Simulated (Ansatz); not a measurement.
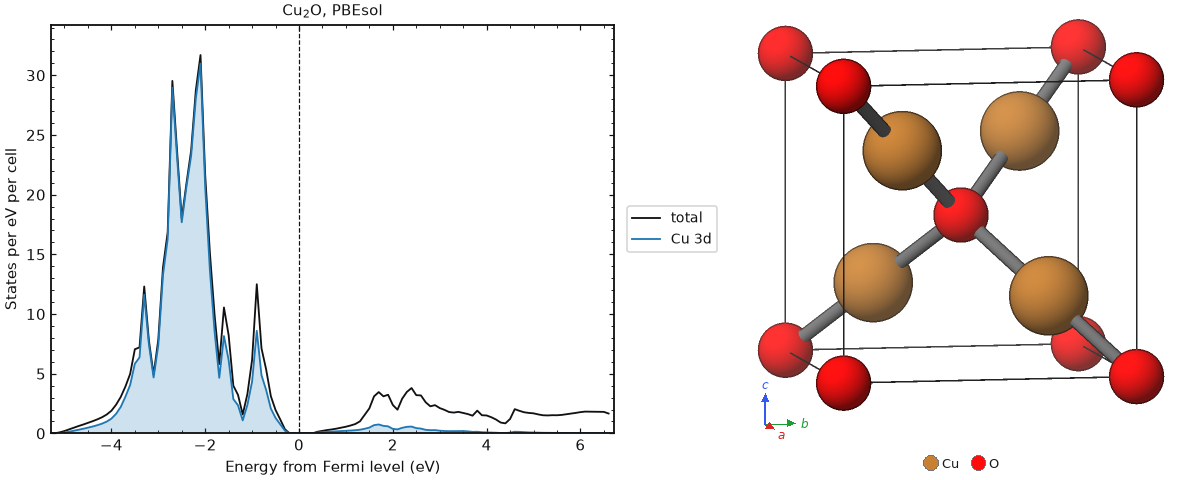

Density of states, beside the structure. Energies are counted from the Fermi level. The partial curves are projected on Löwdin-orthogonalised atomic shells; they sum to less than the total at higher energies, where shells without a projector contribute.

Input of the run:

```
crystal:
  lattice:
    - [4.2223527961, 0.0, 0.0]
    - [0.0, 4.2223527961, 0.0]
    - [0.0, 0.0, 4.2223527961]
  atoms:
    - { symbol: Cu, position: [0.25, 0.25, 0.25] }
    - { symbol: Cu, position: [0.25, 0.75, 0.75] }
    - { symbol: Cu, position: [0.75, 0.75, 0.25] }
    - { symbol: Cu, position: [0.75, 0.25, 0.75] }
    - { symbol: O, position: [0.0, 0.0, 0.0] }
    - { symbol: O, position: [0.5, 0.5, 0.5] }
basis:
  ecutwfc: 420
kpoints:
  mp_grid: { grid: [8, 8, 8] }
  band_path:
    path:
      - [[0.0, 0.0, 0.0], [0.0, 0.5, 0.0], [0.5, 0.5, 0.0], [0.0, 0.0, 0.0], [0.5, 0.5, 0.5], [0.0, 0.5, 0.0]]
      - [[0.5, 0.5, 0.5], [0.5, 0.5, 0.0]]
    npoints: 14
hamiltonian:
  xc: pbesol
scf:
  occupations: { method: gaussian, width: 0.02 }
  n_extra_bands: 15
output:
  forces: true
  stress: true
  eigenvalues: true
  populations: true
  dos: { projected: true, de: 0.02, nscf_kmesh: { grid: [12, 12, 12] } }
  bader: true
  write_density: true
  write_potential: true
  elf: true
  volumetric_format: npy
```

Launched with:
```bash
ansatz run input.yaml --threads 1 --pin off --max-ram 2560MiB --backend cpu --events-out ev --progress --plain --runs-dir out
```

Question: Is there a gap at the Fermi level, and how wide?

Answer: There is a gap; over the k points computed it is 0.56 eV.

Question: Where is the tallest peak in the window, and which states make it?

Answer: The tallest peak in the window is at −2.1 eV; by projected weight it is Cu 3d almost alone.

Question: Which states form the top of the valence band?

Answer: By projected weight, the top eV of the valence band is Cu 3d (70 %).
